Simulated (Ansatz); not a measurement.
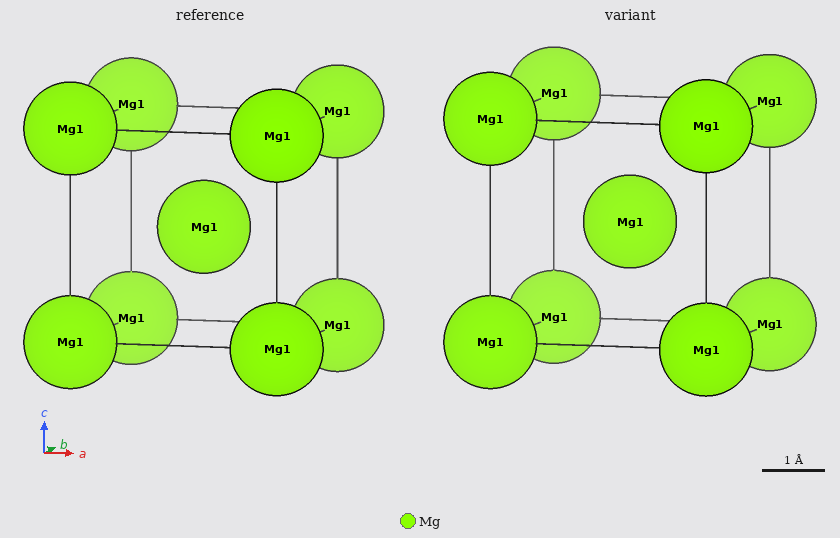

Left: a symmetric starting cell of Mg (made from another compound by putting Mg in place of Cd). Right: the same structure after one change, at the same scale. The picture is a spheres-only view of the conventional cell (2 times the calculation's cell), seen slightly off an axis. Lengths and directions refer to the drawn axes.

Computed with Ansatz 0.2.0, DFT PBE, scalar-relativistic, plane waves, PAW. Settings: plane-wave cutoff 420 eV; k-point mesh 16 × 16 × 16; occupations gaussian; smearing width 0.1 eV; no spin polarisation.

What distinguishes the right structure from the left one?

All lengths are scaled by +4.6 % (volume +14.3 %), the atoms keeping their fractional coordinates. No relaxation follows. The starting cell wasn't computed here and needn't be at equilibrium, so pressure and forces aren't due to the change alone.

And its effect?

The pressure is −2.5 GPa (not all of it need come from the change, since the unchanged cell can be under pressure at this level too). All forces vanish by symmetry. Some distances before and after: Mg–Mg 3.052 → 3.191 Å. The space group stays Im-3m (No. 229).
